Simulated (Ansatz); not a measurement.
Single-point calculation of Si₁₂₈C₁₂₈ (part 2 of 3)

The same run, continued: Si₁₂₈C₁₂₈ (P6₃mc, 256 atoms in the cell); DFT, r2SCAN, PAW, plane waves (Ansatz 0.2.0); cutoff 500 eV, 1×1×1 k-mesh, Fermi–Dirac smearing of 0.01 eV. The structure was built on a prototype by a generator.

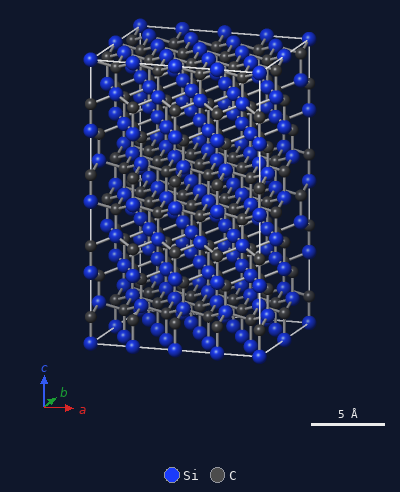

The structure (ball-and-stick view of the cell of the calculation, seen slightly off an axis).

Log
```
Pseudopotentials: kind: paw
Functional definition: r2SCAN
  parameter k0 = 0.174
  parameter k1 = 0.065
  parameter a1 = 4.9479
  exchange = r2scan_x(k0 = k0, k1 = k1, a1 = a1)
  correlation = r2scan_c
Crystal: 256 atoms, lattice volume = 2645.592 Å³
Basis set: ecut = 500 eV, 67155 PW (Γ), exchange–correlation on 360×320×600 points (64 copies of the dense FFT grid, shifted against one another)
Bands: 768, of which v1, the nominal top of the filled ones, is band 512 counted from 1 (511 counted from 0)
Symmetry: 128 space group operations
Space group: P63mc (ITA 186), of the structure as read, at distance tolerance 1.4e-4 Å
k-points: 1
Non-local potential: Si, projectors of the file, l = 0: 2, l = 1: 2, l = 2: 2
Non-local potential: C, projectors of the file, l = 0: 2, l = 1: 2, l = 2: 1
PAW form: soft (Blöchl's): semilocal exchange-correlation on the pseudo side does not see the compensation charge
PAW frozen core: Si, regenerated for the run's functional (the file was generated under x = pbe(κ = 0.804, μ = 0.2195149727645171), c = pbe(β = 0.06672455060314922))
PAW frozen core: C, regenerated for the run's functional (the file was generated under x = pbe(κ = 0.804, μ = 0.2195149727645171), c = pbe(β = 0.06672455060314922))
PAW one-centre angular grid: Si, 302 points (default); XC on 160 Gauss nodes
PAW one-centre angular grid: C, 302 points (default); XC on 239 of its mesh's 2573 points in the sphere
Initial density: superposition of atomic densities (neutral atoms: chi_scale 0, normalization atom), corrected by the library's trained network
Initial wavefunctions: pseudopotential atomic-orbital guess
Functional: x = r2scan, c = r2scan; τ floored in thin density (d = 2e-4 eV/Å³)
SCF iter   1: F=—  HF=-114081.976659 eV  |F-HF|=—  |Δ(HF+E_count)|=         —  Δρ=6.13e-3  dr2=7.39e-1  dr2_τ=2.53e1  ethr=1.77e-3  ⟨swp⟩=6.0  Hψ=3549  notcnv=0  defer=86
preconditioner: auto → Resta (q_TF=auto, 2.329 Å⁻¹)  ε∞=4.3  [insulator: Δε(μ)=2.542 eV  Ē_g=12.758 eV  σ=0.010 eV  W_gap=1.00  n_scr=560 (ndim 8)  ℏωp=23.1 eV  f_vac=0.000  D(μ)=0.00/eV (n_scr^D=0)  ε∞_Penn≈4.3]
SCF iter   2: F=—  HF=-114087.803527 eV  |F-HF|=—  |Δ(HF+E_count)|=    5.83e0  Δρ=4.72e-3  dr2=3.99e-1  dr2_τ=5.30e-3  ethr=7.21e-5  ⟨swp⟩=3.0  Hψ=1408  notcnv=0  defer=250
SCF iter   3: F=—  HF=-114087.756563 eV  |F-HF|=—  |Δ(HF+E_count)|=   4.70e-2  Δρ=9.17e-4  dr2=2.16e-2  dr2_τ=1.88e-3  ethr=3.90e-5  ⟨swp⟩=2.0  Hψ=1024  notcnv=0  defer=250
SCF iter   4: F=—  HF=-114087.762153 eV  |F-HF|=—  |Δ(HF+E_count)|=   5.59e-3  Δρ=1.91e-4  dr2=5.30e-4  dr2_τ=1.19e-4  ethr=2.11e-6  ⟨swp⟩=2.0  Hψ=1036  notcnv=0  defer=250
SCF iter   5: F=—  HF=-114087.766036 eV  |F-HF|=—  |Δ(HF+E_count)|=   3.88e-3  Δρ=7.25e-5  dr2=9.36e-5  dr2_τ=4.49e-6  ethr=5.17e-8  ⟨swp⟩=3.0  Hψ=1106  notcnv=0  defer=250
SCF iter   6: F=—  HF=-114087.763624 eV  |F-HF|=—  |Δ(HF+E_count)|=   2.41e-3  Δρ=2.49e-5  dr2=1.20e-5  dr2_τ=4.52e-7  ethr=9.14e-9  ⟨swp⟩=2.0  Hψ=861  notcnv=0  defer=250
SCF iter   7: F=—  HF=-114087.763627 eV  |F-HF|=—  |Δ(HF+E_count)|=   3.12e-6  Δρ=2.63e-6  dr2=1.54e-7  dr2_τ=8.64e-9  ethr=1.17e-9  ⟨swp⟩=2.0  Hψ=1019  notcnv=0  defer=250
SCF iter   8: F=-114087.763627 eV  HF=-114087.763627 eV  |F-HF|=7.57e-10  |Δ(HF+E_count)|=   9.51e-8  Δρ=3.56e-7  dr2=2.98e-9  dr2_τ=6.99e-11  ethr=9.77e-12  ⟨swp⟩=11.0  Hψ=3917  notcnv=0
SCF 1 converged in 8 iterations: F = -114087.763627 eV  dr2 = 2.98e-9
  greatest PAW one-centre occupation: 0.658 electrons in one spin orbital (limit 2), on the C atom at site 255 (counted from 0), in its partial waves of l = 0
```

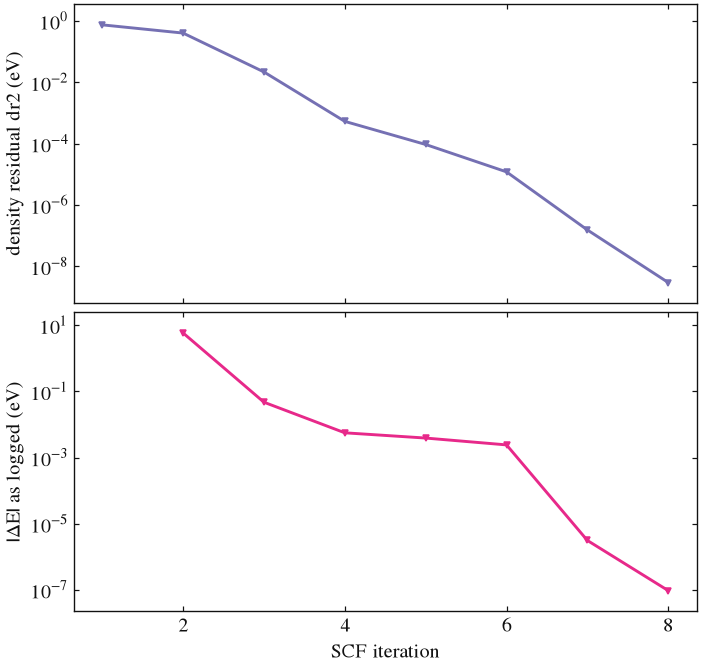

Convergence of the self-consistent field: density residual dr2 and size of the energy change against the SCF iteration. The residual falls at every step.

```
NSCF: frozen V_eff on 1 k-points
SCF converged after 8 iterations
Free energy (F): -114087.763627 eV
Harris-Foulkes:  -114087.763627 eV  (|F-HF|=7.57e-10)
Internal energy: -114087.763627 eV  (E = F + TS)
E sigma→0 (E₀):  -114087.763627 eV
Fermi energy:    10.749289 eV
--- Per-component energies (eV) ---
  E_band       = 3281.916612
  E_kinetic    = 17428.851851
  E_local      = -13321.433607  (includes V_loc(G=0)·N_el)
  E_nonlocal   = 6441.060470
  E_hartree    = 4190.570464
  E_xc         = -12975.626476
  E_vxc        = -15188.170786  (∫ρ·V_xc dr)
  E_paw        = -79398.731120  (= ΣΔE_a)
  E_vpaw       = -1172.272456  (= ΣTr[D̂ρ^β])
  E_aug_tail   = 0.001045  (compensation charges beyond the density's cutoff)
  E_vtau       = 712.735055  (kinetic-family band-sum trace: ∫τ·v_τ [+ j·A + Jᵃ·Aᵃ] dr)
  E_ewald      = -36439.501794
  E_core_change = -12.954460  (= ΣΔE_core)
  E_smearing   = -0.000000  (= −TS)
  E_closure    = 0.000000  (closes the sum)
  Σ components = -114087.763627   (vs F -114087.763627, Δ=0.00e0)
--- Forces (eV/Å), atoms counted from 1 ---
  atom   1  Si     0.00000000    -0.00565468    -0.00391291
  atom   2  Si     0.00000000    -0.00565468    -0.00391291
  atom   3  Si     0.00000000    -0.00565468    -0.00391291
  atom   4  Si    -0.00000000    -0.00565468    -0.00391291
  atom   5  Si     0.00000000    -0.00565468    -0.00391291
  atom   6  Si     0.00000000    -0.00565468    -0.00391291
  atom   7  Si     0.00000000    -0.00565468    -0.00391291
  atom   8  Si     0.00000000    -0.00565468    -0.00391291
  atom   9  Si    -0.00000000    -0.00565468    -0.00391291
  atom  10  Si     0.00000000    -0.00565468    -0.00391291
  atom  11  Si     0.00000000    -0.00565468    -0.00391291
  atom  12  Si     0.00000000    -0.00565468    -0.00391291
  atom  13  Si     0.00000000    -0.00565468    -0.00391291
  atom  14  Si     0.00000000    -0.00565468    -0.00391291
  atom  15  Si    -0.00000000    -0.00565468    -0.00391291
  atom  16  Si     0.00000000    -0.00565468    -0.00391291
  atom  17  Si     0.00000000    -0.00565468    -0.00391291
  atom  18  Si     0.00000000    -0.00565468    -0.00391291
  atom  19  Si     0.00000000    -0.00565468    -0.00391291
  atom  20  Si    -0.00000000    -0.00565468    -0.00391291
  atom  21  Si    -0.00000000    -0.00565468    -0.00391291
  atom  22  Si     0.00000000    -0.00565468    -0.00391291
  atom  23  Si    -0.00000000    -0.00565468    -0.00391291
  atom  24  Si    -0.00000000    -0.00565468    -0.00391291
  atom  25  Si     0.00000000    -0.00565468    -0.00391291
  atom  26  Si     0.00000000    -0.00565468    -0.00391291
  atom  27  Si     0.00000000    -0.00565468    -0.00391291
  atom  28  Si     0.00000000    -0.00565468    -0.00391291
  atom  29  Si     0.00000000    -0.00565468    -0.00391291
  atom  30  Si     0.00000000    -0.00565468    -0.00391291
  atom  31  Si     0.00000000    -0.00565468    -0.00391291
  atom  32  Si     0.00000000    -0.00565468    -0.00391291
  atom  33  Si    -0.00000000     0.00085418    -0.01781896
  atom  34  Si    -0.00000000     0.00085418    -0.01781896
  atom  35  Si    -0.00000000     0.00085418    -0.01781896
  atom  36  Si    -0.00000000     0.00085418    -0.01781896
  atom  37  Si    -0.00000000     0.00085418    -0.01781896
  atom  38  Si    -0.00000000     0.00085418    -0.01781896
  atom  39  Si    -0.00000000     0.00085418    -0.01781896
  atom  40  Si     0.00000000     0.00085418    -0.01781896
  atom  41  Si    -0.00000000     0.00085418    -0.01781896
  atom  42  Si    -0.00000000     0.00085418    -0.01781896
  atom  43  Si    -0.00000000     0.00085418    -0.01781896
  atom  44  Si    -0.00000000     0.00085418    -0.01781896
  atom  45  Si    -0.00000000     0.00085418    -0.01781896
  atom  46  Si     0.00000000     0.00085418    -0.01781896
  atom  47  Si    -0.00000000     0.00085418    -0.01781896
  atom  48  Si     0.00000000     0.00085418    -0.01781896
  atom  49  Si     0.00000000     0.00085418    -0.01781896
  atom  50  Si     0.00000000     0.00085418    -0.01781896
  atom  51  Si     0.00000000     0.00085418    -0.01781896
  atom  52  Si    -0.00000000     0.00085418    -0.01781896
  atom  53  Si    -0.00000000     0.00085418    -0.01781896
  atom  54  Si    -0.00000000     0.00085418    -0.01781896
  atom  55  Si     0.00000000     0.00085418    -0.01781896
  atom  56  Si     0.00000000     0.00085418    -0.01781896
  atom  57  Si     0.00000000     0.00085418    -0.01781896
  atom  58  Si     0.00000000     0.00085418    -0.01781896
  atom  59  Si    -0.00000000     0.00085418    -0.01781896
  atom  60  Si    -0.00000000     0.00085418    -0.01781896
  atom  61  Si     0.00000000     0.00085418    -0.01781896
  atom  62  Si    -0.00000000     0.00085418    -0.01781896
  atom  63  Si     0.00000000     0.00085418    -0.01781896
  atom  64  Si     0.00000000     0.00085418    -0.01781896
  atom  65  Si     0.00000000    -0.00085418    -0.01781896
  atom  66  Si     0.00000000    -0.00085418    -0.01781896
  atom  67  Si    -0.00000000    -0.00085418    -0.01781896
  atom  68  Si    -0.00000000    -0.00085418    -0.01781896
  atom  69  Si     0.00000000    -0.00085418    -0.01781896
  atom  70  Si     0.00000000    -0.00085418    -0.01781896
  atom  71  Si     0.00000000    -0.00085418    -0.01781896
  atom  72  Si    -0.00000000    -0.00085418    -0.01781896
  atom  73  Si    -0.00000000    -0.00085418    -0.01781896
  atom  74  Si    -0.00000000    -0.00085418    -0.01781896
  atom  75  Si    -0.00000000    -0.00085418    -0.01781896
  atom  76  Si     0.00000000    -0.00085418    -0.01781896
  atom  77  Si    -0.00000000    -0.00085418    -0.01781896
  atom  78  Si     0.00000000    -0.00085418    -0.01781896
  atom  79  Si     0.00000000    -0.00085418    -0.01781896
  atom  80  Si    -0.00000000    -0.00085418    -0.01781896
  atom  81  Si     0.00000000    -0.00085418    -0.01781896
  atom  82  Si     0.00000000    -0.00085418    -0.01781896
  atom  83  Si     0.00000000    -0.00085418    -0.01781896
  atom  84  Si     0.00000000    -0.00085418    -0.01781896
  atom  85  Si     0.00000000    -0.00085418    -0.01781896
  atom  86  Si     0.00000000    -0.00085418    -0.01781896
  atom  87  Si     0.00000000    -0.00085418    -0.01781896
  atom  88  Si     0.00000000    -0.00085418    -0.01781896
  atom  89  Si     0.00000000    -0.00085418    -0.01781896
  atom  90  Si     0.00000000    -0.00085418    -0.01781896
  atom  91  Si    -0.00000000    -0.00085418    -0.01781896
  atom  92  Si    -0.00000000    -0.00085418    -0.01781896
  atom  93  Si     0.00000000    -0.00085418    -0.01781896
  atom  94  Si     0.00000000    -0.00085418    -0.01781896
  atom  95  Si     0.00000000    -0.00085418    -0.01781896
  atom  96  Si     0.00000000    -0.00085418    -0.01781896
  atom  97  Si     0.00000000     0.00565468    -0.00391291
  atom  98  Si     0.00000000     0.00565468    -0.00391291
  atom  99  Si     0.00000000     0.00565468    -0.00391291
  atom 100  Si    -0.00000000     0.00565468    -0.00391291
  atom 101  Si     0.00000000     0.00565468    -0.00391291
  atom 102  Si     0.00000000     0.00565468    -0.00391291
  atom 103  Si    -0.00000000     0.00565468    -0.00391291
  atom 104  Si    -0.00000000     0.00565468    -0.00391291
  atom 105  Si    -0.00000000     0.00565468    -0.00391291
  atom 106  Si    -0.00000000     0.00565468    -0.00391291
  atom 107  Si    -0.00000000     0.00565468    -0.00391291
  atom 108  Si    -0.00000000     0.00565468    -0.00391291
  atom 109  Si    -0.00000000     0.00565468    -0.00391291
  atom 110  Si    -0.00000000     0.00565468    -0.00391291
  atom 111  Si     0.00000000     0.00565468    -0.00391291
  atom 112  Si     0.00000000     0.00565468    -0.00391291
  atom 113  Si     0.00000000     0.00565468    -0.00391291
  atom 114  Si     0.00000000     0.00565468    -0.00391291
  atom 115  Si     0.00000000     0.00565468    -0.00391291
  atom 116  Si    -0.00000000     0.00565468    -0.00391291
  atom 117  Si     0.00000000     0.00565468    -0.00391291
  atom 118  Si     0.00000000     0.00565468    -0.00391291
  atom 119  Si     0.00000000     0.00565468    -0.00391291
  atom 120  Si    -0.00000000     0.00565468    -0.00391291
  atom 121  Si    -0.00000000     0.00565468    -0.00391291
  atom 122  Si    -0.00000000     0.00565468    -0.00391291
  atom 123  Si    -0.00000000     0.00565468    -0.00391291
  atom 124  Si    -0.00000000     0.00565468    -0.00391291
  atom 125  Si     0.00000000     0.00565468    -0.00391291
  atom 126  Si    -0.00000000     0.00565468    -0.00391291
  atom 127  Si    -0.00000000     0.00565468    -0.00391291
  atom 128  Si    -0.00000000     0.00565468    -0.00391291
  atom 129  C     -0.00000000    -0.00442932     0.00888689
  atom 130  C     -0.00000000    -0.00442932     0.00888689
  atom 131  C     -0.00000000    -0.00442932     0.00888689
  atom 132  C     -0.00000000    -0.00442932     0.00888689
  atom 133  C     -0.00000000    -0.00442932     0.00888689
  atom 134  C     -0.00000000    -0.00442932     0.00888689
  atom 135  C     -0.00000000    -0.00442932     0.00888689
  atom 136  C     -0.00000000    -0.00442932     0.00888689
  atom 137  C     -0.00000000    -0.00442932     0.00888689
  atom 138  C      0.00000000    -0.00442932     0.00888689
  atom 139  C     -0.00000000    -0.00442932     0.00888689
  atom 140  C     -0.00000000    -0.00442932     0.00888689
  atom 141  C     -0.00000000    -0.00442932     0.00888689
  atom 142  C     -0.00000000    -0.00442932     0.00888689
  atom 143  C     -0.00000000    -0.00442932     0.00888689
  atom 144  C     -0.00000000    -0.00442932     0.00888689
  atom 145  C     -0.00000000    -0.00442932     0.00888689
  atom 146  C     -0.00000000    -0.00442932     0.00888689
  atom 147  C      0.00000000    -0.00442932     0.00888689
  atom 148  C     -0.00000000    -0.00442932     0.00888689
  atom 149  C     -0.00000000    -0.00442932     0.00888689
  atom 150  C     -0.00000000    -0.00442932     0.00888689
  atom 151  C     -0.00000000    -0.00442932     0.00888689
  atom 152  C     -0.00000000    -0.00442932     0.00888689
  atom 153  C     -0.00000000    -0.00442932     0.00888689
  atom 154  C     -0.00000000    -0.00442932     0.00888689
  atom 155  C     -0.00000000    -0.00442932     0.00888689
  atom 156  C     -0.00000000    -0.00442932     0.00888689
  atom 157  C     -0.00000000    -0.00442932     0.00888689
  atom 158  C     -0.00000000    -0.00442932     0.00888689
  atom 159  C     -0.00000000    -0.00442932     0.00888689
  atom 160  C     -0.00000000    -0.00442932     0.00888689
  atom 161  C      0.00000000     0.00442932     0.00888689
  atom 162  C      0.00000000     0.00442932     0.00888689
  atom 163  C      0.00000000     0.00442932     0.00888689
  atom 164  C      0.00000000     0.00442932     0.00888689
  atom 165  C      0.00000000     0.00442932     0.00888689
  atom 166  C      0.00000000     0.00442932     0.00888689
  atom 167  C     -0.00000000     0.00442932     0.00888689
  atom 168  C      0.00000000     0.00442932     0.00888689
  atom 169  C      0.00000000     0.00442932     0.00888689
  atom 170  C      0.00000000     0.00442932     0.00888689
  atom 171  C      0.00000000     0.00442932     0.00888689
  atom 172  C      0.00000000     0.00442932     0.00888689
  atom 173  C      0.00000000     0.00442932     0.00888689
  atom 174  C      0.00000000     0.00442932     0.00888689
  atom 175  C      0.00000000     0.00442932     0.00888689
  atom 176  C      0.00000000     0.00442932     0.00888689
  atom 177  C      0.00000000     0.00442932     0.00888689
  atom 178  C      0.00000000     0.00442932     0.00888689
  atom 179  C      0.00000000     0.00442932     0.00888689
  atom 180  C      0.00000000     0.00442932     0.00888689
  atom 181  C      0.00000000     0.00442932     0.00888689
  atom 182  C      0.00000000     0.00442932     0.00888689
  atom 183  C     -0.00000000     0.00442932     0.00888689
  atom 184  C     -0.00000000     0.00442932     0.00888689
  atom 185  C      0.00000000     0.00442932     0.00888689
  atom 186  C      0.00000000     0.00442932     0.00888689
  atom 187  C      0.00000000     0.00442932     0.00888689
  atom 188  C      0.00000000     0.00442932     0.00888689
  atom 189  C      0.00000000     0.00442932     0.00888689
  atom 190  C      0.00000000     0.00442932     0.00888689
  atom 191  C      0.00000000     0.00442932     0.00888689
  atom 192  C      0.00000000     0.00442932     0.00888689
  atom 193  C      0.00000000     0.01478316     0.01285611
  atom 194  C      0.00000000     0.01478316     0.01285611
  atom 195  C     -0.00000000     0.01478316     0.01285611
  atom 196  C     -0.00000000     0.01478316     0.01285611
  atom 197  C      0.00000000     0.01478316     0.01285611
  atom 198  C      0.00000000     0.01478316     0.01285611
  atom 199  C      0.00000000     0.01478316     0.01285611
```
